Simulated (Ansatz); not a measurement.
InSb

The calculation's input:

```
crystal:
  lattice:
    - [0.0, 3.2397, 3.2397]
    - [3.2397, 0.0, 3.2397]
    - [3.2397, 3.2397, 0.0]
  atoms:
    - { symbol: In, position: [0.0, 0.0, 0.0] }
    - { symbol: Sb, position: [0.25, 0.25, 0.25] }
scf:
  occupations: { method: gaussian, width: 0.01 }
  n_extra_bands: 8
output:
  eigenvalues: true
  eigenstates:
    kpoints:
      - [0, 0, 0]
      - [0.0, 0.002578, 0.002578]
      - [0.0, 0.005156, 0.005156]
      - [0.0, 0.007734, 0.007734]
      - [0.0, 0.010312, 0.010312]
      - [0.0, 0.01289, 0.01289]
      - [0.0, 0.015468, 0.015468]
      - [0.0, 0.020625, 0.020625]
      - [0.0, 0.025781, 0.025781]
      - [0.003646, 0.003646, 0.007292]
      - [0.007292, 0.007292, 0.014584]
      - [0.010938, 0.010938, 0.021876]
      - [0.014584, 0.014584, 0.029168]
    e_range: [-1.0, 1.5]
  write_density: true
  write_potential: true
  elf: true
  volumetric_format: npy
hamiltonian:
  xc: hse06
  pseudopotentials: { kind: paw_fr }
kpoints:
  mp_grid: { grid: [8, 8, 8] }
magnetization:
  noncollinear: true
  spin_orbit: true
```

Launched as:

```sh
ansatz run input.yaml --threads 8 --pin off --max-ram 16384MiB --backend cpu --events-out ev --progress --plain --runs-dir out
```

Below, planes, directions and counts refer to the conventional cell (a = 6.48 Å, b = 6.48 Å, c = 6.48 Å, α = 90.00°, β = 90.00°, γ = 90.00°).

Space group F-43m; a generated structure, not necessarily the stable one.

These are results of DFT HSE06, spin-orbit coupling, plane waves, PAW (Ansatz), not measurements.

Core electrons are frozen (PAW), and the valence fields are smoothed inside the atomic spheres.

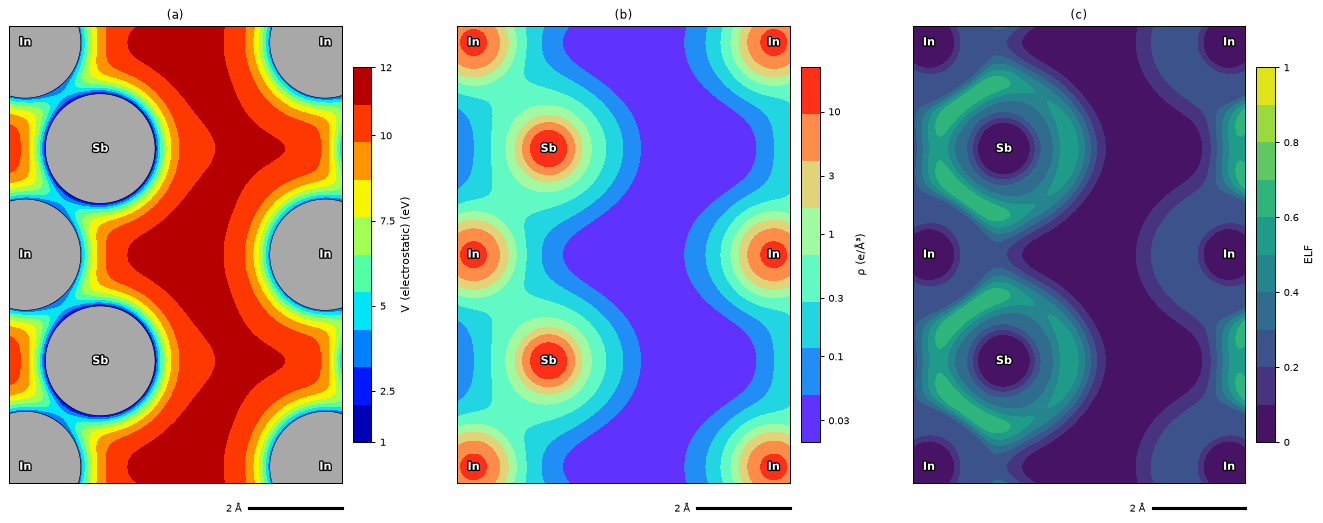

Figure 1. (a) electrostatic potential (local pseudopotential plus Hartree) felt by an electron; (b) valence electron density; (c) ELF on the (101) plane of the conventional cell. Grey discs cover the atomic cores in the potential map.

**What does the map show?**

The plane passes through In and Sb nuclei.
In–Sb (2.81 Å): ρ is about 0.37 e/Å³ halfway; the ELF peaks at about 0.70 between the atoms.
Between the atoms the lowest density in this plane is 0.009 e/Å³.
Outside the cores the potential energy rises away from the atoms and is highest about 2.8 Å from the nearest atoms; its zero is arbitrary.

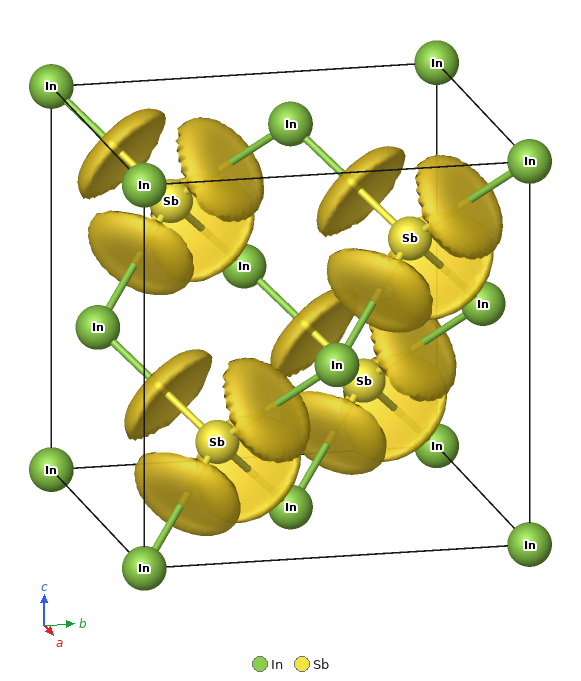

Figure 2. Isosurface of the ELF at 0.6 (yellow), seen slightly off an axis. Core shells and regions of very low density are left out. Sticks mark near contacts.

**Describe the localisation domains.**

The ELF exceeds this value in 16 regions between bonded In–Sb atoms (shared pairs), counted in one cell of 8 atoms. Any copies at cell faces, edges or corners count once.
